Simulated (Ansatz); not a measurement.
**Geometry relaxation, with input and output: SnO (part 2 of 3)**

SnO (P4/nmm, 4 atoms in the cell); DFT PBE, scalar-relativistic, plane waves, PAW, no spin polarisation (Ansatz 0.2.0); cutoff 420 eV, 12×12×10 k-mesh, Gaussian smearing of 0.1 eV. The structure derives from an entry of the Crystallography Open Database.

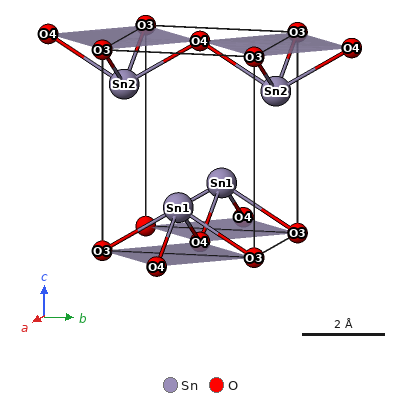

Fig. 1: The geometry at step 5 of the log (polyhedral view of the cell of the calculation, seen slightly off an axis; polyhedra are completed across the faces of the cell; atoms are numbered from 1 in the order of the input).

Log, continued
```
SCF iter   1: F=—  HF=-13183.404729 eV  |F-HF|=—  |Δ(HF+E_count)|=         —  Δρ=2.71e-4  dr2=6.23e-5  ethr=1.32e-7  ⟨swp⟩=3.0  Hψ=23912  notcnv=0
preconditioner: auto → Resta (q_TF=auto, 2.452 Å⁻¹)  ε∞=3.3  [insulator: Δε(μ)=0.500 eV  Ē_g=17.881 eV  σ=0.100 eV  W_gap=1.00  n_scr=18 (ndim 8)  ℏωp=27.0 eV  f_vac=0.032  D(μ)=0.00/eV (n_scr^D=0)  ε∞_Penn≈3.3]
SCF iter   2: F=—  HF=-13183.404680 eV  |F-HF|=—  |Δ(HF+E_count)|=   4.82e-5  Δρ=1.35e-4  dr2=1.18e-5  ethr=1.32e-7  ⟨swp⟩=3.0  Hψ=7378  notcnv=0
SCF iter   3: F=—  HF=-13183.404681 eV  |F-HF|=—  |Δ(HF+E_count)|=   7.11e-7  Δρ=8.21e-5  dr2=4.77e-6  ethr=2.94e-8  ⟨swp⟩=2.0  Hψ=5419  notcnv=0
SCF iter   4: F=—  HF=-13183.404681 eV  |F-HF|=—  |Δ(HF+E_count)|=   2.81e-7  Δρ=1.75e-5  dr2=2.48e-7  ethr=1.19e-8  ⟨swp⟩=2.0  Hψ=5167  notcnv=0
SCF iter   5: F=-13183.404681 eV  HF=-13183.404681 eV  |F-HF|=1.29e-8  |Δ(HF+E_count)|=   1.11e-7  Δρ=4.61e-6  dr2=1.32e-8  ethr=4.09e-11  ⟨swp⟩=7.5  Hψ=26886  notcnv=0
SCF 10 converged in 5 iterations: F = -13183.404681 eV  dr2 = 1.32e-8
relax step  10: F+E_penalty+E_count = -13183.40468083 eV  Δ(F+E_penalty+E_count) = +5.201e-4 eV  max|allowed force component| = 5.172e-4 eV/Å  Δτ_max = 0.0031 Å  P = +0.008 GPa  Ω = 75.820 Å³  energy of the carried Pulay correction = -5.935e-4 eV  (5 SCF iters, dr2 threshold 1.63e-8 eV, accepted)
iter 1 solved again at ethr=1.28e-7 eV; its pass at ethr=3.10e-3 eV (dr2=5.14e-5 eV) is discarded
SCF iter   1: F=—  HF=-13183.405285 eV  |F-HF|=—  |Δ(HF+E_count)|=         —  Δρ=3.38e-5  dr2=7.26e-8  ethr=1.28e-7  ⟨swp⟩=3.4  Hψ=29352  notcnv=0
preconditioner: auto → Resta (q_TF=auto, 2.452 Å⁻¹)  ε∞=3.3  [insulator: Δε(μ)=0.497 eV  Ē_g=17.878 eV  σ=0.100 eV  W_gap=1.00  n_scr=18 (ndim 8)  ℏωp=27.0 eV  f_vac=0.032  D(μ)=0.00/eV (n_scr^D=0)  ε∞_Penn≈3.3]
SCF iter   2: F=—  HF=-13183.405253 eV  |F-HF|=—  |Δ(HF+E_count)|=   3.28e-5  Δρ=1.72e-5  dr2=2.25e-8  ethr=1.81e-10  ⟨swp⟩=2.5  Hψ=7323  notcnv=0
SCF iter   3: F=—  HF=-13183.405255 eV  |F-HF|=—  |Δ(HF+E_count)|=   2.45e-6  Δρ=3.90e-6  dr2=6.95e-9  ethr=5.62e-11  ⟨swp⟩=2.0  Hψ=5708  notcnv=0
SCF iter   4: F=—  HF=-13183.405255 eV  |F-HF|=—  |Δ(HF+E_count)|=   4.05e-8  Δρ=8.56e-7  dr2=4.74e-10  ethr=1.74e-11  ⟨swp⟩=2.0  Hψ=5646  notcnv=0
SCF iter   5: F=—  HF=-13183.405255 eV  |F-HF|=—  |Δ(HF+E_count)|=   1.05e-9  Δρ=3.42e-7  dr2=1.04e-10  ethr=1.18e-12  ⟨swp⟩=2.0  Hψ=5629  notcnv=0
SCF iter   6: F=-13183.405255 eV  HF=-13183.405255 eV  |F-HF|=3.64e-12  |Δ(HF+E_count)|=  1.06e-10  Δρ=1.05e-7  dr2=7.72e-12  ethr=1.00e-12  ⟨swp⟩=6.6  Hψ=18813  notcnv=0
SCF 11 converged in 6 iterations: F = -13183.405255 eV  dr2 = 7.72e-12
relax step  11: F+E_penalty+E_count = -13183.40525508 eV  Δ(F+E_penalty+E_count) = -5.742e-4 eV  max|allowed force component| = 3.226e-4 eV/Å  Δτ_max = 0.0000 Å  P = +0.011 GPa  Ω = 75.820 Å³  stress off target by 2.52e-2 GPa  SCF on the basis re-selected at this cell (its energy is not comparable with the rows above)  (6 SCF iters)
```

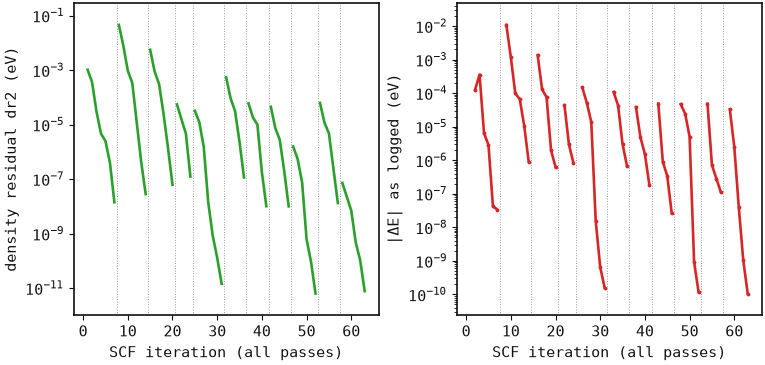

Fig. 2: Convergence of the self-consistent field: density residual dr2 and size of the energy change against the SCF iteration. The dotted lines part the SCF passes of the relaxation: geometry steps, rejected trials and re-solves on a re-selected basis. The 11 passes take 4 to 7 iterations each, 63 in all.

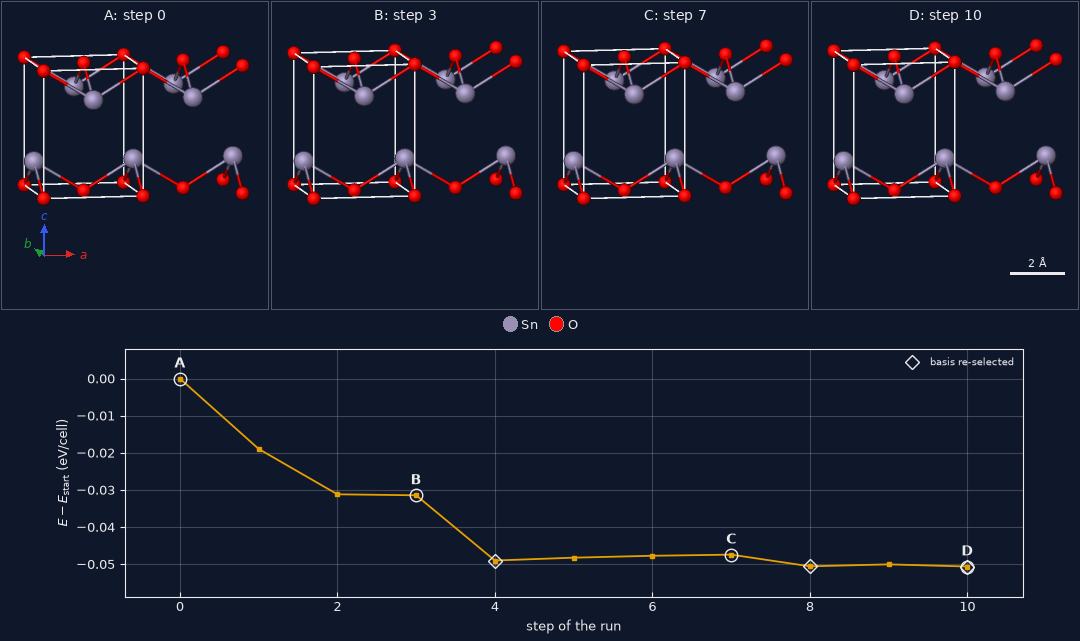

Fig. 3: Frames of the relaxation (ball-and-stick view of the cell of the calculation, repeated 2 × 1 × 1, seen slightly off an axis) above the curves, on which the letters mark them (the first geometry is step 0 here and step 1 in the log).

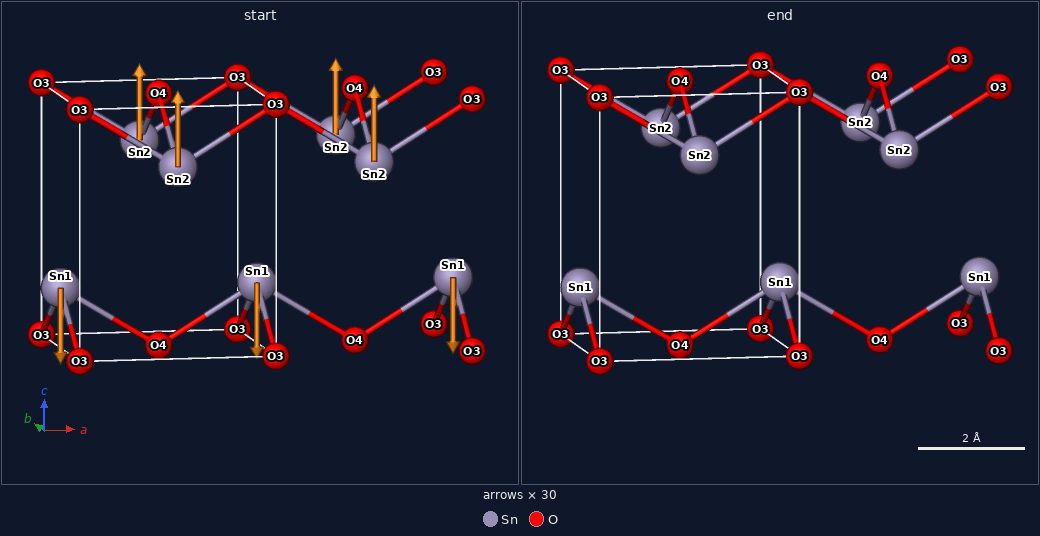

Fig. 4: Before (left) and after (right) the relaxation, at one scale (ball-and-stick view of the cell of the calculation, repeated 2 × 1 × 1, seen slightly off an axis). The orange arrows give the displacements (without the part carried along by the change of the cell), magnified 30 times. The largest moves relative to the cell, 0.049 Å, are those of Sn1 and Sn2. O stays in place. The volume changes by +8.5 %, with a = b 3.802 → 3.868 Å (+1.7 %), c 4.836 → 5.067 Å (+4.8 %). Among the contacts that change: Sn1–O3 2.224 → 2.255 Å. The space group stays P4/nmm (No. 129). Over 7 geometry steps the energy falls by 50.1 meV per cell of the calculation. The largest force component goes from 0.35 to 0.00032 eV/Å. Pressure: 4.20 GPa at the start and 0.01 GPa at the end. The basis was re-selected twice at an unchanged geometry, which shifts the energy a little without any move. The energy change given includes the shifts at the re-selections in mid-walk, which come without any move. A last SCF at the same geometry on a re-selected plane-wave basis shifts the energy by −0.6 meV per cell of the calculation. (Atoms are counted from 1 in the order of the input.)

```
basis re-selected at this cell: Δ(F+E_penalty+E_count) = -5.742e-4 eV, ΔP = +0.002 GPa vs the last step (what re-selecting the basis moved, of the pressure what is left beyond the Pulay correction that the steps carried, after the strain that the cell walked since its last selection, with what the two solves' SCF thresholds leave and, on support functions, any second-order correction that the steps lacked; it is no measure of the basis error at this ecutwfc). This SCF's stress stands 2.52e-2 GPa from its target on what of the cell is left free (relax.cell.stress_tol is 5.00e-2 GPa) and its largest allowed force component is 3.23e-4 eV/Å (relax.f_tol is 5.00e-3 eV/Å): within both
SCF converged after 6 iterations
Free energy (F): -13183.405255 eV
Harris-Foulkes:  -13183.405255 eV  (|F-HF|=3.64e-12)
Internal energy: -13183.405254 eV  (E = F + TS)
E sigma→0 (E₀):  -13183.405255 eV
Entropy (-TS):   -0.000001 eV (-0.000 meV/atom)
Fermi energy:    9.001709 eV
--- Per-component energies (eV) ---
  E_band       = -223.004379
  E_kinetic    = 721.723274
  E_local      = -2896.541359  (includes V_loc(G=0)·N_el)
  E_nonlocal   = 31.772265
  E_hartree    = 1540.191900
  E_xc         = -912.426813
  E_vxc        = -379.788045  (∫ρ·V_xc dr)
  E_paw        = -8588.038622  (= ΣΔE_a)
  E_vpaw       = -780.558984  (= ΣTr[D̂ρ^β])
  E_aug_tail   = 0.004755  (compensation charges beyond the density's cutoff)
  E_ewald      = -3080.090653
  E_smearing   = -0.000001  (= −TS)
  E_closure    = 0.000000  (closes the sum)
  Σ components = -13183.405255   (vs F -13183.405255, Δ=0.00e0)
--- Forces (eV/Å), atoms counted from 1 ---
  atom   1  Sn     0.00000000     0.00000000     0.00032260
  atom   2  Sn     0.00000000     0.00000000    -0.00032260
  atom   3  O      0.00000000     0.00000000     0.00000000
  atom   4  O      0.00000000     0.00000000     0.00000000
  max |Σ_I F_I| component: 0.00e0 eV/Å
--- Stress (GPa, compression-positive) ---
        0.003445       0.000000       0.000000
        0.000000       0.003445       0.000000
        0.000000       0.000000       0.025215
  P = ⅓ Tr σ = 0.0107 GPa (0.107 kbar)
--- Band table (eV; the first three rows and the last of 168) ---
  k-point 0: bands = ["-13.0092", "-12.6462", "-12.6355", "-12.6355", "-12.6118", "-12.5899", "-12.5684", "-12.5525", "-12.5357", "-12.5357", "-10.9474", "-8.5713", "1.3833", "2.5294", "2.9288", "2.9288", "5.5909", "5.8643", "5.8643", "8.7394", "10.6778", "12.8295", "13.6481", "13.6481"]
  k-point 1: bands = ["-13.0084", "-12.6470", "-12.6340", "-12.6340", "-12.6111", "-12.5891", "-12.5690", "-12.5533", "-12.5374", "-12.5374", "-10.9453", "-8.5714", "1.1488", "2.8528", "2.9361", "2.9361", "5.5859", "5.8633", "5.8633", "8.6349", "10.6005", "12.8873", "13.2648", "13.2648"]
  k-point 2: bands = ["-13.0061", "-12.6493", "-12.6297", "-12.6297", "-12.6092", "-12.5867", "-12.5709", "-12.5554", "-12.5421", "-12.5421", "-10.9398", "-8.5714", "0.7660", "2.9554", "2.9554", "3.4976", "5.5733", "5.8603", "5.8603", "8.3047", "10.4829", "12.7686", "12.7686", "12.9159"]
  k-point 167: bands = ["-12.9206", "-12.9206", "-12.6207", "-12.6207", "-12.5924", "-12.5924", "-12.5533", "-12.5533", "-12.5312", "-12.5312", "-9.3989", "-9.3989", "0.2114", "0.2114", "3.6615", "3.6615", "6.3741", "6.3741", "6.5048", "6.5048", "11.3414", "11.3414", "12.4890", "12.4890"]
--- Relaxed structure (8 steps of the walk, 8 accepted, 3 SCFs on fresh bases) ---
  F+E_penalty+E_count = -13183.40525508 eV   max|allowed force component| = 3.226e-4 eV/Å   (the final SCF, on the basis selected at the relaxed cell)
  cell:  # Å, volume = 75.8204 Å³
    - [3.868170753276723, 1.944168154536543e-34, 0.0]
    - [1.944168154536543e-34, 3.868170753276723, 0.0]
    - [0.0, 0.0, 5.067276882267024]
  atoms:
    - { symbol: Sn, position: [1.2215618569434132e-35, 0.5, 0.22873619351808916] }
    - { symbol: Sn, position: [0.5, -9.584514696341895e-38, 0.771263806481911] }
    - { symbol: O, position: [-1.379242582592905e-35, -1.020287048320239e-37, -1.1209699880950214e-19] }
    - { symbol: O, position: [0.5, 0.5, -1.1209699880950214e-19] }
```

Trajectory as extended XYZ (Å, eV, eV/Å), 11 frames, from step=1 to step=11
```
4
Lattice="3.8020 0.0000 0.0000 0.0000 3.8020 0.0000 0.0000 0.0000 4.8360" Properties=species:S:1:pos:R:3:forces:R:3 step=1 energy=-13183.35463 pressure_GPa=4.20
Sn    0.0000    1.9010    1.1534    0.0000   0.0000   0.3488
Sn    1.9010    0.0000    3.6826    0.0000   0.0000  -0.3488
O     0.0000    0.0000    0.0000    0.0000   0.0000   0.0000
O     1.9010    1.9010    0.0000    0.0000   0.0000   0.0000
4
Lattice="3.8862 0.0000 0.0000 0.0000 3.8862 0.0000 0.0000 0.0000 5.0239" Properties=species:S:1:pos:R:3:forces:R:3 step=2 energy=-13183.37358 pressure_GPa=0.14
Sn    0.0000    1.9431    1.1347    0.0000   0.0000   0.3050
Sn    1.9431    0.0000    3.8892    0.0000   0.0000  -0.3050
O     0.0000    0.0000    0.0000    0.0000   0.0000   0.0000
O     1.9431    1.9431    0.0000    0.0000   0.0000   0.0000
4
Lattice="3.8677 0.0000 0.0000 0.0000 3.8677 0.0000 0.0000 0.0000 4.9820" Properties=species:S:1:pos:R:3:forces:R:3 step=3 energy=-13183.38581 pressure_GPa=-0.23
Sn    0.0000    1.9338    1.1600    0.0000   0.0000  -0.0548
Sn    1.9338    0.0000    3.8220    0.0000   0.0000   0.0548
O     0.0000    0.0000    0.0000    0.0000   0.0000   0.0000
O     1.9338    1.9338    0.0000    0.0000   0.0000   0.0000
4
Lattice="3.8654 0.0000 0.0000 0.0000 3.8654 0.0000 0.0000 0.0000 4.9868" Properties=species:S:1:pos:R:3:forces:R:3 step=4 energy=-13183.38607 pressure_GPa=-0.01
Sn    0.0000    1.9327    1.1578    0.0000   0.0000  -0.0012
Sn    1.9327    0.0000    3.8289    0.0000   0.0000   0.0012
O     0.0000    0.0000    0.0000    0.0000   0.0000   0.0000
O     1.9327    1.9327    0.0000    0.0000   0.0000   0.0000
4
Lattice="3.8654 0.0000 0.0000 0.0000 3.8654 0.0000 0.0000 0.0000 4.9868" Properties=species:S:1:pos:R:3:forces:R:3 step=5 energy=-13183.40364 pressure_GPa=0.30
Sn    0.0000    1.9327    1.1578    0.0000   0.0000  -0.0044
Sn    1.9327    0.0000    3.8289    0.0000   0.0000   0.0044
O     0.0000    0.0000    0.0000    0.0000   0.0000   0.0000
O     1.9327    1.9327    0.0000    0.0000   0.0000   0.0000
4
Lattice="3.8697 0.0000 0.0000 0.0000 3.8697 0.0000 0.0000 0.0000 5.0211" Properties=species:S:1:pos:R:3:forces:R:3 step=6 energy=-13183.40287 pressure_GPa=0.10
Sn    0.0000    1.9349    1.1566    0.0000   0.0000   0.0116
Sn    1.9349    0.0000    3.8645    0.0000   0.0000  -0.0116
O     0.0000    0.0000    0.0000    0.0000   0.0000   0.0000
O     1.9349    1.9349    0.0000    0.0000   0.0000   0.0000
4
Lattice="3.8676 0.0000 0.0000 0.0000 3.8676 0.0000 0.0000 0.0000 5.0443" Properties=species:S:1:pos:R:3:forces:R:3 step=7 energy=-13183.40236 pressure_GPa=-0.03
Sn    0.0000    1.9338    1.1603    0.0000   0.0000  -0.0277
Sn    1.9338    0.0000    3.8841    0.0000   0.0000   0.0277
O     0.0000    0.0000    0.0000    0.0000   0.0000   0.0000
O     1.9338    1.9338    0.0000    0.0000   0.0000   0.0000
4
Lattice="3.8684 0.0000 0.0000 0.0000 3.8684 0.0000 0.0000 0.0000 5.0512" Properties=species:S:1:pos:R:3:forces:R:3 step=8 energy=-13183.40206 pressure_GPa=0.01
Sn    0.0000    1.9342    1.1587    0.0000   0.0000  -0.0009
Sn    1.9342    0.0000    3.8925    0.0000   0.0000   0.0009
O     0.0000    0.0000    0.0000    0.0000   0.0000   0.0000
O     1.9342    1.9342    0.0000    0.0000   0.0000   0.0000
4
Lattice="3.8684 0.0000 0.0000 0.0000 3.8684 0.0000 0.0000 0.0000 5.0512" Properties=species:S:1:pos:R:3:forces:R:3 step=9 energy=-13183.40520 pressure_GPa=0.04
Sn    0.0000    1.9342    1.1587    0.0000   0.0000  -0.0019
Sn    1.9342    0.0000    3.8925    0.0000   0.0000   0.0019
O     0.0000    0.0000    0.0000    0.0000   0.0000   0.0000
O     1.9342    1.9342    0.0000    0.0000   0.0000   0.0000
4
Lattice="3.8682 0.0000 0.0000 0.0000 3.8682 0.0000 0.0000 0.0000 5.0673" Properties=species:S:1:pos:R:3:forces:R:3 step=10 energy=-13183.40468 pressure_GPa=0.01
Sn    0.0000    1.9341    1.1591    0.0000   0.0000   0.0005
Sn    1.9341    0.0000    3.9082    0.0000   0.0000  -0.0005
O     0.0000    0.0000    0.0000    0.0000   0.0000   0.0000
O     1.9341    1.9341    0.0000    0.0000   0.0000   0.0000
4
Lattice="3.8682 0.0000 0.0000 0.0000 3.8682 0.0000 0.0000 0.0000 5.0673" Properties=species:S:1:pos:R:3:forces:R:3 step=11 energy=-13183.40525 pressure_GPa=0.01
Sn    0.0000    1.9341    1.1591    0.0000   0.0000   0.0003
Sn    1.9341    0.0000    3.9082    0.0000   0.0000  -0.0003
O     0.0000    0.0000    0.0000    0.0000   0.0000   0.0000
O     1.9341    1.9341    0.0000    0.0000   0.0000   0.0000
```

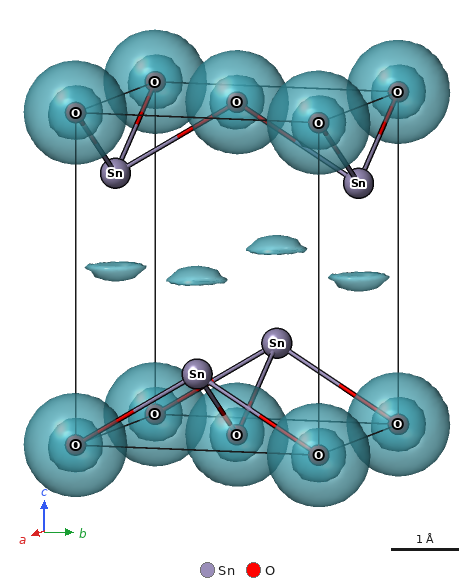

Fig. 5: Isosurface of the electron localisation function at 0.75 (cyan), seen slightly off an axis. Core shells and regions of very low density are left out. Sticks mark near contacts. The outline is the cell set on symmetry axes. Profiles from the grid: Sn–O (2.25 Å): the ELF is about 0.20 at the midpoint. The fields are those of the smooth PAW valence density.

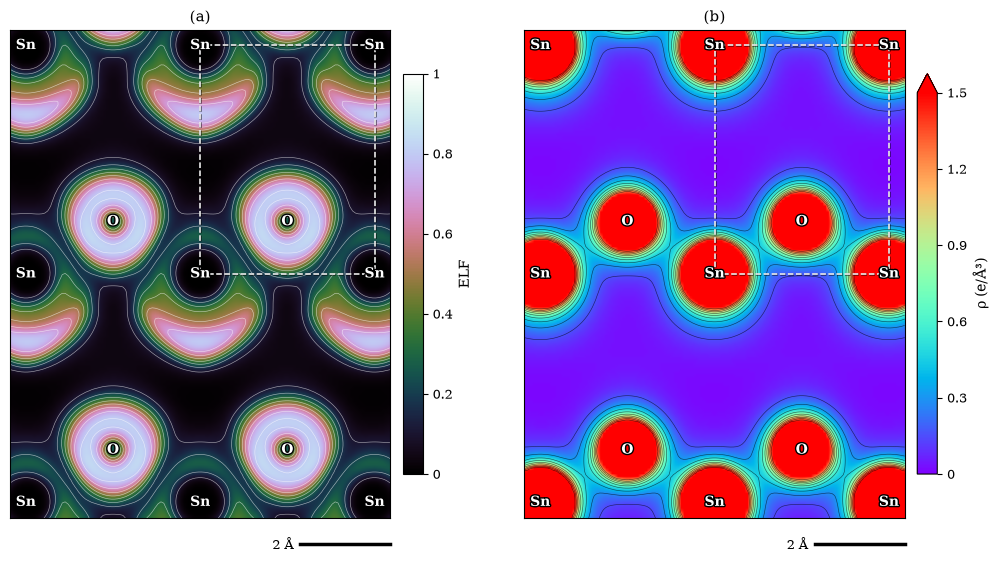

Fig. 6: (a) ELF; (b) valence pseudo-density on the (010) plane of the conventional cell. The section cuts through Sn and O sites. Sn–O (2.25 Å): ρ is about 0.44 e/Å³ halfway; the ELF is about 0.20 at the midpoint. Away from the nuclei the density in this plane falls to 0.02 e/Å³ at its lowest.

The run was set up as follows.

Input file
```yaml
crystal:
  lattice:
    - [3.802, 0.0, 0.0]
    - [0.0, 3.802, 0.0]
    - [0.0, 0.0, 4.836]
  atoms:
    - { symbol: Sn, position: [0.0, 0.5, 0.2385] }
    - { symbol: Sn, position: [0.5, 0.0, 0.7615] }
    - { symbol: O, position: [0.0, 0.0, 0.0] }
    - { symbol: O, position: [0.5, 0.5, 0.0] }
basis:
  ecutwfc: 420
kpoints:
  mp_grid: { grid: [12, 12, 10] }
hamiltonian:
  xc: pbe
scf:
  occupations: { method: gaussian, width: 0.1 }
output:
  forces: true
  stress: true
  eigenvalues: true
  write_density: true
  write_potential: true
  elf: true
  volumetric_format: npy
relax:
  adjacent_minimum: "off"
  f_tol: 0.005
  max_steps: 80
  cell: { stress_tol: 0.05 }
```

Launched with:
```bash
ansatz run input.yaml --threads 1 --pin off --max-ram 2560MiB --backend cpu --events-out ev --progress --plain --runs-dir out
```
